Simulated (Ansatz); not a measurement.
## Y: single-point calculation

- system: Y (Im-3m, 1 atom in the cell)
- method: DFT, r2SCAN, plane waves (500 eV) with PAW, scalar-relativistic, spin-polarised (Ansatz 0.2.0)

It belongs to a series of runs on one base structure; here: volume × 1.0.

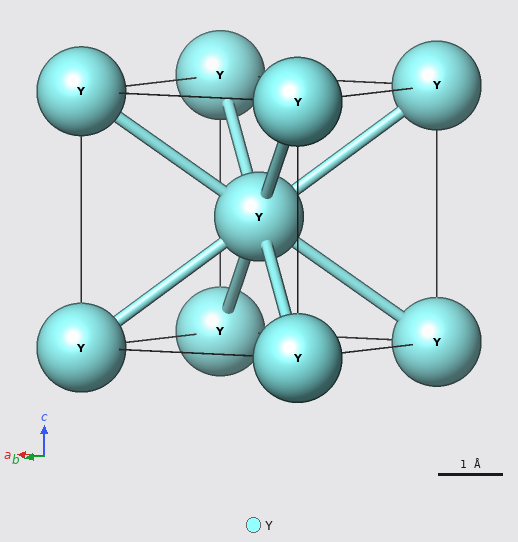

Fig. 1: The structure as given in the input (ball-and-stick view of the cell 2 times as large as that of the calculation, set on its symmetry axes, seen at an oblique angle). Near neighbours in the crystal (not all of them lie inside the picture): Y has 8 Y at 3.53 Å.

**The input**
```yaml
crystal:
  lattice:
    - [-2.0359161491, 2.0359161491, 2.0359161491]
    - [2.0359161491, -2.0359161491, 2.0359161491]
    - [2.0359161491, 2.0359161491, -2.0359161491]
  atoms:
    - { symbol: "Y", position: [0.0, 0.0, 0.0], spin: 0.256 }
hamiltonian:
  xc: r2scan
  pseudopotentials:
    kind: paw
    azcp:
      "Y": "pseudopotentials/Y.paw.azcp"
basis:
  ecutwfc: 500
  fft_grid_basis: typed
kpoints:
  mp_grid: { grid: [18, 18, 18], shift: [0, 0, 0] }
magnetization:
  spin_polarized: true
scf:
  occupations: { method: fermi_dirac, width: 0.05 }
output:
  stress: true
```

**Log**
```
Engine: ansatz 0.2.0, x86_64-unknown-linux-gnu
Pseudopotentials: kind: paw
Pseudopotential: Y, paw, valence charge 11, recommended cutoff 500 eV (meta_gga), [file]
Functional definition: r2SCAN
  parameter k0 = 0.174
  parameter k1 = 0.065
  parameter a1 = 4.9479
  exchange = r2scan_x(k0 = k0, k1 = k1, a1 = a1)
  correlation = r2scan_c
Crystal: 1 atoms, lattice volume = 33.755 Å³
Basis set: ecut = 500 eV, 887 PW (Γ), exchange–correlation on 108×108×108 points (64 copies of the dense FFT grid, shifted against one another)
Bands: 10, of which v1, the nominal top of the filled ones, is band 6 counted from 1 (5 counted from 0)
Symmetry: 48 space group operations
Space group: Im-3m (ITA 229), of the structure as read, at distance tolerance 3.2e-5 Å
Magnetic group: BNS 229.140 (UNI 1642), of the structure as read, at distance tolerance 3.2e-5 Å
k-points: 195 of 5832
Non-local potential: Y, projectors of the file, l = 0: 3, l = 1: 2, l = 2: 2, l = 3: 1
PAW form: soft (Blöchl's): semilocal exchange-correlation on the pseudo side does not see the compensation charge
PAW frozen core: Y, regenerated for the run's functional (the file was generated under x = pbe(κ = 0.804, μ = 0.2195149727645171), c = pbe(β = 0.06672455060314922))
PAW one-centre angular grid: Y, 590 points (default); XC on 160 Gauss nodes
Initial density: superposition of atomic densities (chi_scale 0.1, normalization cell)
Starting moments: Σ|m| = 0.256 μB on 1 of 1 site
Initial wavefunctions: pseudopotential atomic-orbital guess
Functional: x = r2scan, c = r2scan; τ floored in thin density (d = 2e-4 eV/Å³)
iter 1 solved again at ethr=1.53e-3 eV; its pass at ethr=3.10e-3 eV (dr2=1.69e-1 eV) is discarded
SCF iter   1: F=—  HF=-3859.569485 eV  |F-HF|=—  |Δ(HF+E_count)|=         —  Δρ=1.07e-2 (↑1.07e-2 ↓8.01e-3)  dr2=1.73e-1  dr2_τ=7.65e-4  dr2_m=1.22e-3  M=0.233 μB ∫|m|=0.233 μB  β_m=1.00  ethr=1.53e-3  ⟨swp⟩=1.6  Hψ=30338  notcnv=0
Mixer restart at iter 1: flushing history
preconditioner: auto → Kerker (q_TF=auto, 2.263 Å⁻¹)  [metal: Δε(μ)=0.002 eV  Ē_g=4.768 eV  σ=0.050 eV  W_gap=0.01  n_scr=12 (ndim 8)  ℏωp=11.1 eV  f_vac=0.000  D(μ)=2.36/eV (n_scr^D=18)]
spin=Collinear: Kerker preconditioning applied to the charge; magnetization (m = ρ↑ − ρ↓) channel mixes plain (no charge-response kernel on spin).
SCF iter   2: F=—  HF=-3859.631278 eV  |F-HF|=—  |Δ(HF+E_count)|=         —  Δρ=8.02e-3 (↑8.02e-3 ↓7.27e-3)  dr2=1.17e-1  dr2_τ=1.51e-4  dr2_m=1.07e-4  M=0.237 μB ∫|m|=0.237 μB  β_m=1.00  ethr=1.53e-3  ⟨swp⟩=2.4  Hψ=6068  notcnv=0
Mixer restart at iter 2: flushing history
SCF iter   3: F=—  HF=-3859.624331 eV  |F-HF|=—  |Δ(HF+E_count)|=   6.95e-3  Δρ=6.24e-3 (↑6.24e-3 ↓6.08e-3)  dr2=7.64e-2  dr2_τ=1.36e-4  dr2_m=7.44e-5  M=0.265 μB ∫|m|=0.265 μB  β_m=0.59  ethr=1.07e-3  ⟨swp⟩=1.5  Hψ=4556  notcnv=0  κ⁻¹=1.0e0(r=1)
SCF iter   4: F=—  HF=-3859.616370 eV  |F-HF|=—  |Δ(HF+E_count)|=   7.96e-3  Δρ=2.43e-3 (↑1.72e-3 ↓2.43e-3)  dr2=2.10e-3  dr2_τ=3.79e-5  dr2_m=6.22e-4  M=0.385 μB ∫|m|=0.385 μB  β_m=1.00  ethr=6.95e-4  ⟨swp⟩=2.5  Hψ=7514  notcnv=0  κ⁻¹=8.1e-4(r=2)
SCF iter   5: F=—  HF=-3859.618932 eV  |F-HF|=—  |Δ(HF+E_count)|=   2.56e-3  Δρ=7.88e-4 (↑7.78e-4 ↓7.88e-4)  dr2=5.41e-4  dr2_τ=4.01e-6  dr2_m=3.72e-5  M=0.414 μB ∫|m|=0.414 μB  β_m=1.00  ethr=1.91e-5  ⟨swp⟩=2.0  Hψ=7636  notcnv=0  κ⁻¹=3.6e-4(r=3)
SCF iter   6: F=—  HF=-3859.618854 eV  |F-HF|=—  |Δ(HF+E_count)|=   7.84e-5  Δρ=4.12e-4 (↑4.12e-4 ↓2.29e-4)  dr2=4.57e-5  dr2_τ=1.58e-6  dr2_m=1.94e-5  M=0.444 μB ∫|m|=0.444 μB  β_m=1.00  ethr=4.92e-6  ⟨swp⟩=3.0  Hψ=5966  notcnv=0  κ⁻¹=3.6e-4(r=4)
SCF iter   7: F=—  HF=-3859.618898 eV  |F-HF|=—  |Δ(HF+E_count)|=   4.48e-5  Δρ=1.87e-4 (↑1.87e-4 ↓1.60e-4)  dr2=7.16e-6  dr2_τ=7.81e-7  dr2_m=6.23e-6  M=0.462 μB ∫|m|=0.462 μB  β_m=1.00  ethr=4.15e-7  ⟨swp⟩=2.0  Hψ=6246  notcnv=0  κ⁻¹=5.9e-5(r=5)
SCF iter   8: F=—  HF=-3859.618927 eV  |F-HF|=—  |Δ(HF+E_count)|=   2.88e-5  Δρ=1.05e-4 (↑1.05e-4 ↓1.01e-4)  dr2=1.92e-6  dr2_τ=2.04e-7  dr2_m=2.03e-6  M=0.473 μB ∫|m|=0.473 μB  β_m=1.00  ethr=6.51e-8  ⟨swp⟩=2.0  Hψ=6258  notcnv=0  κ⁻¹=4.4e-6(r=6)
SCF iter   9: F=—  HF=-3859.618937 eV  |F-HF|=—  |Δ(HF+E_count)|=   9.56e-6  Δρ=4.49e-5 (↑4.49e-5 ↓3.24e-5)  dr2=3.99e-7  dr2_τ=1.42e-8  dr2_m=2.29e-7  M=0.484 μB ∫|m|=0.484 μB  β_m=1.00  ethr=1.74e-8  ⟨swp⟩=2.1  Hψ=6268  notcnv=0  κ⁻¹=1.0e-6(r=7)
SCF iter  10: F=—  HF=-3859.618934 eV  |F-HF|=—  |Δ(HF+E_count)|=   2.51e-6  Δρ=2.12e-5 (↑2.12e-5 ↓1.17e-5)  dr2=1.89e-7  dr2_τ=1.84e-9  dr2_m=8.76e-9  M=0.488 μB ∫|m|=0.488 μB  β_m=1.00  ethr=3.63e-9  ⟨swp⟩=2.0  Hψ=6274  notcnv=0  κ⁻¹=2.6e-7(r=8)
SCF iter  11: F=—  HF=-3859.618933 eV  |F-HF|=—  |Δ(HF+E_count)|=   1.12e-6  Δρ=1.12e-5 (↑5.46e-6 ↓1.12e-5)  dr2=4.77e-8  dr2_τ=3.79e-10  dr2_m=4.86e-9  M=0.488 μB ∫|m|=0.488 μB  β_m=1.00  ethr=1.71e-9  ⟨swp⟩=2.0  Hψ=6207  notcnv=0  κ⁻¹=5.5e-8(r=8)
SCF iter  12: F=—  HF=-3859.618933 eV  |F-HF|=—  |Δ(HF+E_count)|=   1.37e-7  Δρ=3.91e-6 (↑3.30e-6 ↓3.91e-6)  dr2=2.93e-9  dr2_τ=3.43e-10  dr2_m=2.72e-9  M=0.487 μB ∫|m|=0.487 μB  β_m=1.00  ethr=4.34e-10  ⟨swp⟩=2.1  Hψ=6187  notcnv=0  κ⁻¹=1.2e-6(r=8)
SCF iter  13: F=—  HF=-3859.618933 eV  |F-HF|=—  |Δ(HF+E_count)|=   9.21e-9  Δρ=1.52e-6 (↑1.52e-6 ↓1.51e-6)  dr2=6.70e-10  dr2_τ=8.62e-11  dr2_m=7.07e-11  M=0.487 μB ∫|m|=0.487 μB  β_m=1.00  ethr=2.66e-11  ⟨swp⟩=2.5  Hψ=6477  notcnv=0  κ⁻¹=9.6e-7(r=8)
SCF iter  14: F=—  HF=-3859.618933 eV  |F-HF|=—  |Δ(HF+E_count)|=   2.12e-8  Δρ=6.82e-7 (↑6.82e-7 ↓6.77e-7)  dr2=1.08e-10  dr2_τ=1.83e-11  dr2_m=5.45e-11  M=0.487 μB ∫|m|=0.487 μB  β_m=1.00  ethr=6.09e-12  ⟨swp⟩=1.0  Hψ=11677  notcnv=0  κ⁻¹=3.6e-6(r=8)
SCF iter  15: F=-3859.618933 eV  HF=-3859.618933 eV  |F-HF|=1.11e-10  |Δ(HF+E_count)|=  8.07e-10  Δρ=3.90e-7 (↑3.90e-7 ↓3.80e-7)  dr2=1.88e-11  dr2_τ=3.92e-12  dr2_m=3.42e-11  M=0.487 μB ∫|m|=0.487 μB  ethr=1.00e-12  ⟨swp⟩=2.7  Hψ=7976  notcnv=0
SCF 1 converged in 15 iterations: F = -3859.618933 eV  dr2 = 1.88e-11
  greatest PAW one-centre occupation: 0.996 electrons in one spin orbital (limit 2), on the Y atom at site 0 (counted from 0), in its partial waves of l = 0
```

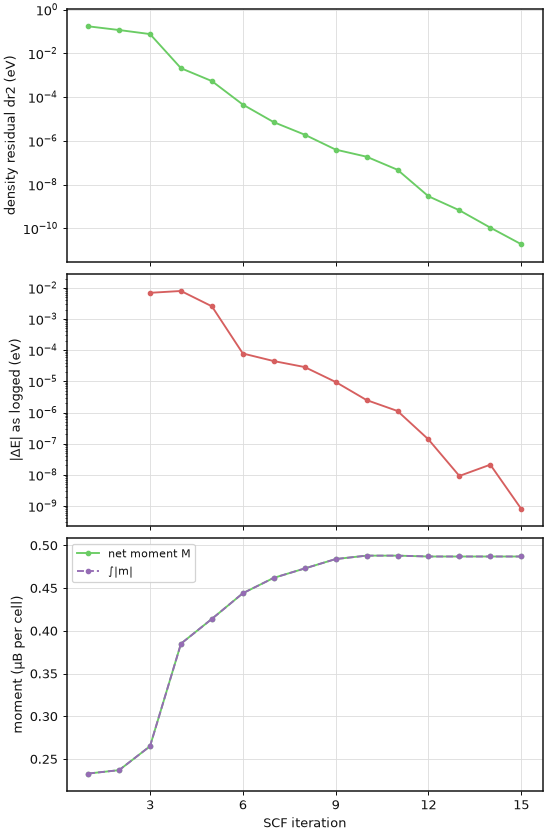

Fig. 2: Convergence of the self-consistent field: density residual dr2, size of the energy change and magnetic moment against the SCF iteration. The residual falls at every step. The net moment goes from 0.2 to 0.5 μB per cell.

```
this state was not tested for a lower state beside it, because the mixer in use, unlike msr1, does not test its closes by its own steps (another_mixer; see scf.mixing.algorithm and scf.lower_state_search)
SCF converged after 15 iterations
Magnetization: 0.4871 μB (5.7436 up, 5.2564 down)
Absolute magnetization: 0.4871 μB (∫|ρ↑−ρ↓|, with the PAW one-centre terms)
Spin contamination: 0.0005 ħ² per cell (⟨S²⟩ above its minimum at these occupations)
Per-site moments (μB) at R_I (Å): [(0.25558909966119253, 1.4546029617038592)]
Free energy (F): -3859.618933 eV
Harris-Foulkes:  -3859.618933 eV  (|F-HF|=1.11e-10)
Internal energy: -3859.602958 eV  (E = F + TS)
E sigma→0 (E₀):  -3859.610946 eV
Entropy (-TS):   -0.015975 eV (-15.975 meV/atom)
Fermi energy:    9.211468 eV
--- Per-component energies (eV) ---
  E_band       = -134.268575
  E_kinetic    = 303.455044
  E_local      = -621.291396  (includes V_loc(G=0)·N_el)
  E_nonlocal   = 49.715768
  E_hartree    = 196.097169
  E_xc         = -167.191096
  E_vxc        = -220.852425  (∫ρ·V_xc dr)
  E_paw        = -2841.611535  (= ΣΔE_a)
  E_vpaw       = -49.553272  (= ΣTr[D̂ρ^β])
  E_aug_tail   = 0.000003  (compensation charges beyond the density's cutoff)
  E_vtau       = 12.063404  (kinetic-family band-sum trace: ∫τ·v_τ [+ j·A + Jᵃ·Aᵃ] dr)
  E_ewald      = -778.622962
  E_core_change = -0.153953  (= ΣΔE_core)
  E_smearing   = -0.015975  (= −TS)
  E_closure    = 0.000000  (closes the sum)
  Σ components = -3859.618933   (vs F -3859.618933, Δ=0.00e0)
--- Stress (GPa, compression-positive) ---
        0.025291       0.000000       0.000000
        0.000000       0.025291       0.000000
       -0.000000      -0.000000       0.025291
  P = ⅓ Tr σ = 0.0253 GPa (0.253 kbar)
```

**Summary**

| quantity | value |
| --- | --- |
| outcome | converged |
| space group (tolerance 0.01 Å) | Im-3m (229) |
| electrons treated | 11 |
| free energy | −3859.6189 eV |
| Fermi energy | 9.211 eV |
| net moment of the cell | 0.49 μB |
| integrated absolute moment | 0.49 μB |
| pressure | 0.03 GPa |
| hardware | 2 threads of an x86-64 CPU, shared host |
| wall time | 13 s (CPU time 23 s) |
| peak memory | 0.55 GiB |

Warnings of the run: the state was not tested for a lower one.
